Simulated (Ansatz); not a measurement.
```yaml
crystal:
  lattice:
    - [3.60793, 0.00000, 0.00000]
    - [-1.80396, 3.12456, 0.00000]
    - [0.00000, 0.00000, 5.75372]
  atoms:
    - { symbol: Mn, position: [0.00000, 0.00000, 0.00000] }
    - { symbol: Mn, position: [0.00000, 0.00000, 0.50000] }
    - { symbol: S, position: [0.33333, 0.66667, 0.25000] }
    - { symbol: S, position: [0.66667, 0.33333, 0.75000] }
```

Space group P6₃/mmc; started from the nickel arsenide prototype, which need not be the ambient phase; the SCF solution may not be the lowest one; the program warned that another magnetic order may lie lower; spin-polarised.

All numbers below come from Ansatz, DFT PBE, scalar-relativistic, plane waves, PAW.

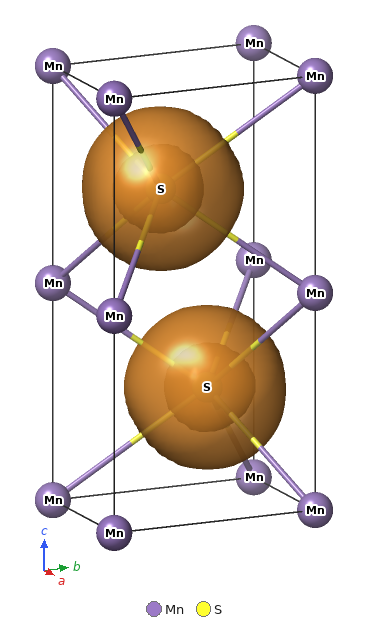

MnS. Isosurface of the electron localisation function at 0.75 (orange), seen slightly off an axis. Core shells and regions of very low density are left out. Sticks mark near contacts.

In a PAW calculation such maps are meaningful between the atoms, not at the nuclei.

### Where are the electrons localised?

At this value the surface marks out two regions wrapped around S (the valence shell of each), counted in one cell of 4 atoms. Any copies at cell faces, edges or corners count once. Along the contacts the grid gives the following. Mn–S (2.53 Å): the ELF peaks at about 0.85 in the valence shell of S, 0.8 Å from its nucleus, and is about 0.40 at the midpoint.

### How are the moments arranged in this solution?

Parallel moments (a ferromagnetic arrangement) in this solution; site moments Mn: +3.8 μB (×2) in one cell of 4 atoms, with smaller moments on S (up to +0.09 μB).
